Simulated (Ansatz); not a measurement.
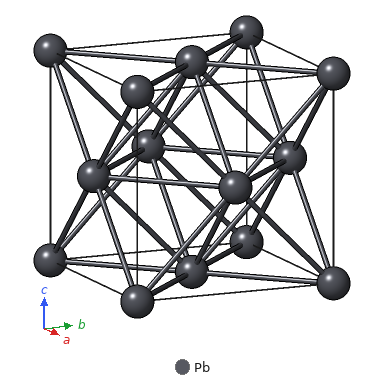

System: Pb, space group Fm-3m (No. 225). The picture shows the conventional cell.

Starting cell:
```
Pb
1.0
     0.00000    2.47954    2.47954
     2.47954    0.00000    2.47954
     2.47954    2.47954    0.00000
Pb
1
Direct
  0.00000 0.00000 0.00000
```

One of the inputs:
```
crystal:
  lattice:
    - [0.0, 2.4544938816, 2.4544938816]
    - [2.4544938816, 0.0, 2.4544938816]
    - [2.4544938816, 2.4544938816, 0.0]
  atoms:
    - { symbol: Pb, position: [0.0, 0.0, 0.0] }
basis:
  ecutwfc: 420
kpoints:
  mp_grid: { grid: [14, 14, 14] }
hamiltonian:
  xc: pbe
  dispersion: d3bj
scf:
  occupations: { method: gaussian, width: 0.1 }
output:
  forces: true
  stress: true
  eigenvalues: true
  write_density: true
  write_potential: true
  elf: true
  volumetric_format: npy
```

Launched with:
```bash
ansatz run input.yaml --threads 1 --pin off --max-ram 2560MiB --backend cpu --events-out ev --progress --plain --runs-dir out
```

Calculation (Ansatz 0.2.0): third-order Birch-Murnaghan fit to density functional energies at scaled volumes of the given relaxed cell, shape and atoms relaxed at each volume; energies count from the fitted minimum; plane waves with PAW datasets, Γ-centred k mesh. Level: PBE with D3(BJ), no spin polarisation.

wave cutoff 420 eV; k mesh 14×14×14; occupations Gaussian; smearing width 0.1 eV.

What does the calculation give for the energy above the minimum and pressure against volume? The volume takes the values 26.830, 27.745, 28.660, 29.574, 30.489, 31.404, 32.318, 33.538 Å³/atom.

A third-order Birch–Murnaghan fit gives V0 = 30.48 Å³/atom, B0 = 45 GPa and B′ = 5.3. The energy above the minimum is 80.2 meV/atom at volume 26.830 Å³/atom and 35.2 meV/atom at 33.538 Å³/atom; the lowest computed point is at volume 30.489 Å³/atom (0.0 meV/atom). The pressure falls from 7.97 GPa at volume 26.830 Å³/atom to −3.30 GPa at 33.538 Å³/atom, and changes sign near 30.5 Å³/atom. The solid is metallic at every point.

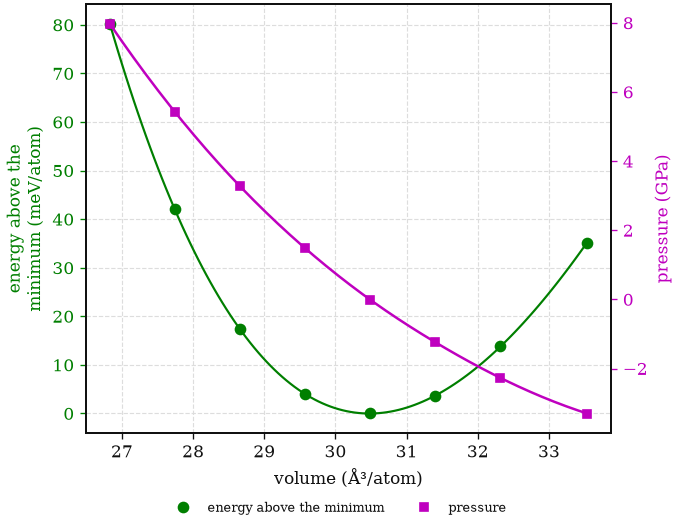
